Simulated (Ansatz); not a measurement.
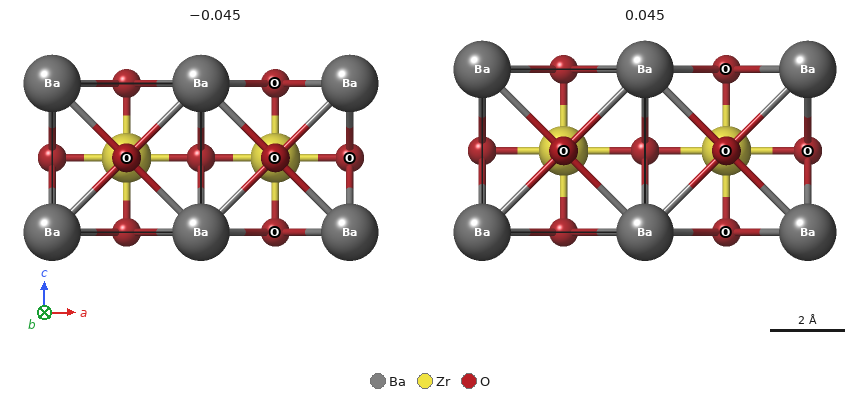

A crystal of BaZrO₃ (set up in Pm-3m), under equal strain along all axes (cell held, atoms fixed by symmetry), with energies (extrapolated to zero smearing) counted from the relaxed crystal, which is the row at zero. The picture shows the first and the last member. A ball-and-stick model of the cell of the calculation, repeated 2 × 1 × 1 with one cell outlined, seen along the b axis.

Computed with Ansatz 0.2.0: DFT PBE, scalar-relativistic, plane waves, PAW. Settings: plane-wave cutoff 420 eV; k-point mesh 6 × 6 × 6; occupations gaussian; smearing width 0.02 eV; no spin polarisation.

```csv
strain,energy (meV/atom),a (Å),band gap (eV)
−0.045,151.14,4.037,3.48
−0.03,63.84,4.100,3.39
−0.015,15.22,4.163,3.29
0.0,0.00,4.227,3.18
0.015,?,?,?
0.03,51.27,4.354,2.96
0.045,110.07,4.417,2.84
```

Fill in the missing row.

A parabola through three neighbouring rows (−0.015, 0.0, 0.03) gives, with Lagrange weights, (−0.3333)(15.22) + (1.0000)(0.00) + (0.3333)(51.27) = 12.02 meV/atom. The calculation gives 13.37 meV/atom (a = 4.290 Å). The estimate is 1.35 meV/atom too low. For the gap a parabola through the rows −0.015, 0.0, 0.03 gives 3.07 eV, and the calculation 3.07 eV (semilocal gaps, lower than measured ones as a rule). From the first member to the last: Ba–Zr 3.496 → 3.825 Å, Ba–O 2.854 → 3.123 Å, O–Zr 2.018 → 2.209 Å.

The whole series:

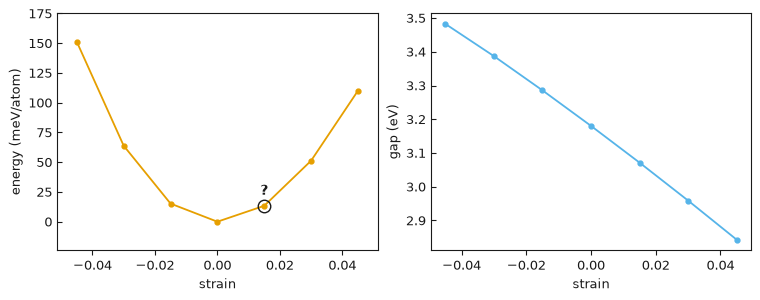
